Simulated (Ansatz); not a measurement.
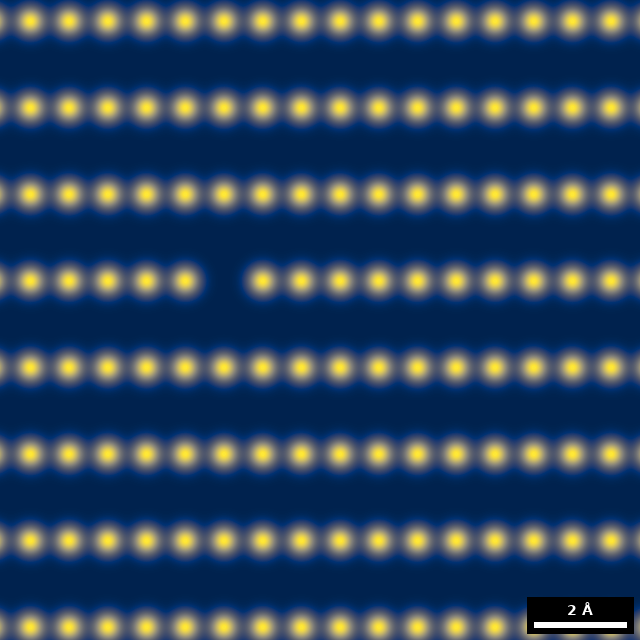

Z-contrast image of B (Pm-3m, No. 221) along [210]. Simulation: incoherent imaging, intensity Z^1.7 per atom, probe width 0.51 Å, thin sample.

The sample is 1 repeat (4.2 Å) thick. One point defect was put into the perfect crystal, without relaxing the atoms around it. Brightness is counted from the darkest point of the image. Host structure: the geometry relaxed with Ansatz, DFT, RPBE, plane waves (420 eV) with PAW, scalar-relativistic; the starting structure was generated, so it need not be a known form of this composition.

Where is the defect (in Å from the left and the top edge), and what does its contrast suggest?

At about 5 Å from the left and 6 Å from the top. The column has all but vanished there, which points to a vacancy or a much lighter atom. The column holds 1 atom (B) through the sample, and one B atom is missing, so its peak vanishes.
